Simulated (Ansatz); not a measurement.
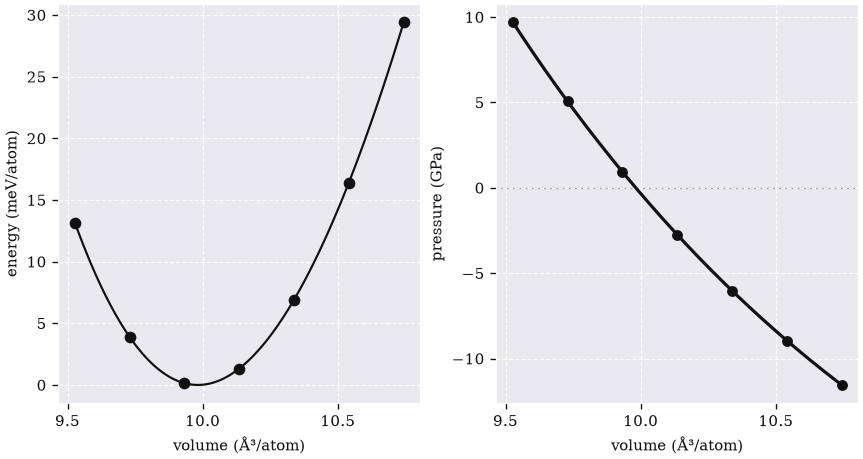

How it was computed, with Ansatz 0.2.0: all-electron LAPW DFT, no spin polarisation; energies at scaled volumes of the given cell, shape and fractions fixed, counted from the fit's minimum, third-order Birch-Murnaghan fit. Level: PBEsol.

| setting | value |
| --- | --- |
| k mesh | 10×10×5 |
| occupations | Fermi–Dirac |
| smearing width | 0.05 eV |
| potentials | all electron LAPW, scalar relativistic |
| program settings | basis error eV/atom 0.001 |

Cell as given: a = 2.900 Å, b = 2.900 Å, c = 5.129 Å, α = 97.69°, β = 97.69°, γ = 72.31°; 4 atoms.

Figure. Energy and pressure against volume for CuO, space group C2/c (No. 15).

A third-order Birch–Murnaghan fit gives V0 = 9.98 Å³/atom, B0 = 186 GPa and B′ = 4.7. The energy is 13.16 meV/atom at volume 9.53 Å³/atom and 29.42 meV/atom at 10.74 Å³/atom; the lowest computed point is at volume 9.93 Å³/atom (0.14 meV/atom). The pressure falls from 9.70 GPa at volume 9.53 Å³/atom to −11.54 GPa at 10.74 Å³/atom, and changes sign near 9.98 Å³/atom.

Note: shape and atomic fractions are frozen while scaling, which makes layered, chain and framework solids too stiff.
